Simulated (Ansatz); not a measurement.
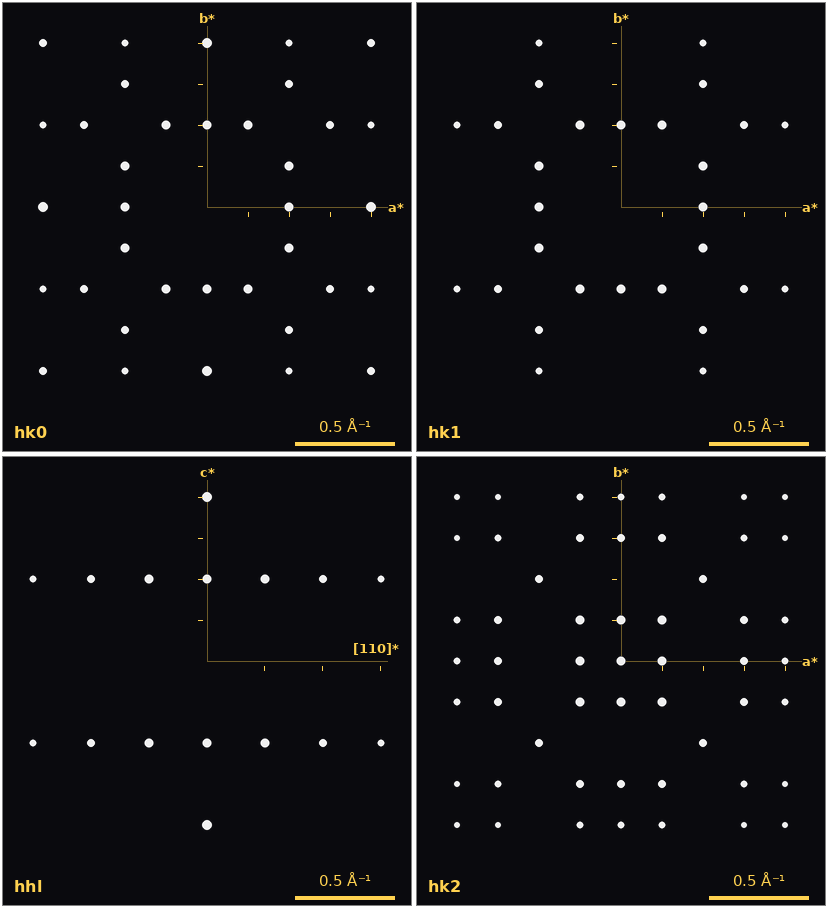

Four undistorted layers of reciprocal space, calculated for a single crystal (X-rays, kinematic |F|², B = 0.5 Å²). Tick marks count the reciprocal lattice steps of the conventional cell along each axis.

Read the reciprocal cell and give the direct cell.

Answer. a* = 0.208, b* = 0.208, c* = 0.208 Å⁻¹; the cell is cubic with a = 4.81 Å.

List the systematic absences.

Answer. Reflections are present only under these conditions. hkl: no condition; hk0: no condition; hhl: l = 2n; h00: h = 2n. The lattice is primitive (P). Further gaps, such as 0 4 1, 4 0 1, 1 4 0, come from atoms on special positions, not from the group's general conditions. A few very weak reflections are below the display threshold.

Which space groups fit?

Answer. The intensities have Laue symmetry m-3m (the hk0 layer shows 4mm, hk1 shows 4mm). With these conditions the candidates are P-43n (No. 218), Pm-3n (No. 223). Diffraction geometry alone does not choose among them; the structure has Pm-3n. The compound is V. Structure: the input geometry of an electronic-structure calculation (not necessarily at equilibrium); the starting structure was generated, so it need not be a known form of this composition.
